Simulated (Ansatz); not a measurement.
SnSe2

Input file:

```
crystal:
  lattice:
    - [3.4845721354, 0.0, 0.0]
    - [-1.7422860677, 3.3530311007, 0.0]
    - [0.0, 0.0, 6.9880221146]
  atoms:
    - { symbol: Sn, position: [0.0, 0.0, 0.0] }
    - { symbol: Se, position: [0.3333333333, 0.6666666667, 0.2281493097] }
    - { symbol: Se, position: [0.6666666667, 0.3333333333, 0.7718506903] }
basis:
  ecutwfc: 420
kpoints:
  mp_grid: { grid: [12, 12, 4] }
hamiltonian:
  xc: pbe
scf:
  occupations: { method: gaussian, width: 0.05 }
output:
  forces: true
  stress: true
  eigenvalues: true
  write_density: true
  write_potential: true
  elf: true
  volumetric_format: npy
```

Launched as:

```sh
ansatz run input.yaml --threads 1 --pin off --max-ram 2560MiB --backend cpu --events-out ev --progress --plain --runs-dir out
```

Below, planes, directions and counts refer to the conventional cell (a = 6.71 Å, b = 3.48 Å, c = 6.99 Å, α = 90.00°, β = 90.00°, γ = 90.00°).

Space group C2/m; changed on purpose from its base cell (strain -0.1000 x Voigt [1, 0, 0, 0, 0, 0], atoms carried along); not relaxed (largest force 0.8 eV/Å); computed pressure about 8 GPa in this cell.

Method: Ansatz 0.2.0, DFT PBE, scalar-relativistic, plane waves, PAW.

In a PAW calculation such maps are meaningful between the atoms, not at the nuclei.

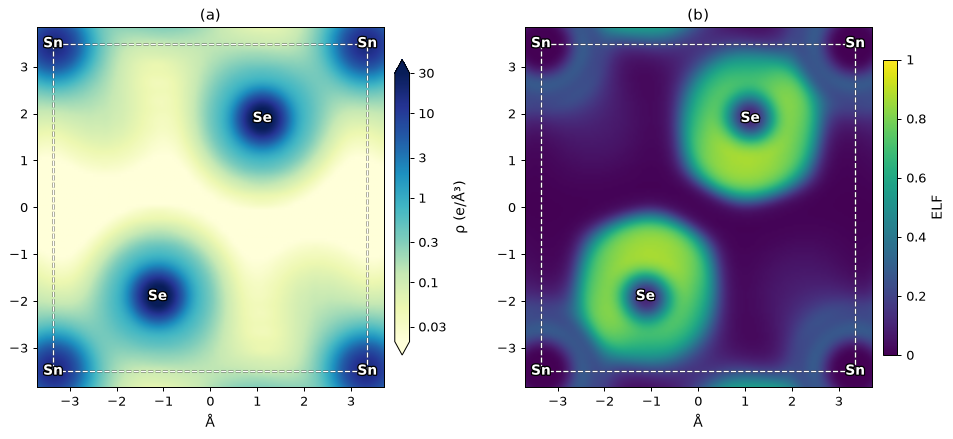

Figure 1. (a) valence pseudo-density; (b) ELF on the (010) plane of the conventional cell.

Q: What does the map show?

A: The plane passes through Sn and Se nuclei.
Sn–Se (2.75 Å): the density is about 0.37 e/Å³ at the midpoint; the ELF is about 0.60 at the midpoint.
Between the atoms the lowest density in this plane is 0.005 e/Å³.
The ELF also peaks beside Se, away from the bonds: lone-pair regions.

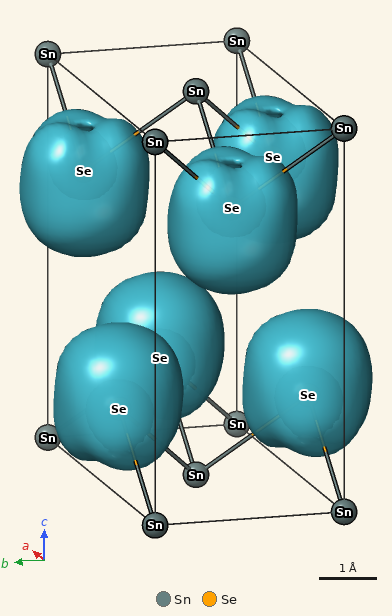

Figure 2. Isosurface of the electron localisation function at 0.7 (cyan), seen at an oblique angle. Core shells and regions of very low density are left out. Sticks mark near contacts.

Q: Identify the bonds, lone pairs and shells in this picture.

A: The surface consists of four regions wrapped around Se (the valence shell of each), counted in one cell of 6 atoms. Any copies at cell faces, edges or corners count once. Along the contacts the grid gives the following. Sn–Se (2.61 Å): the ELF is about 0.60 at the midpoint.

Q: Metal or insulator at this level of theory?

A: It is gapless in this calculation (a metal or semimetal).
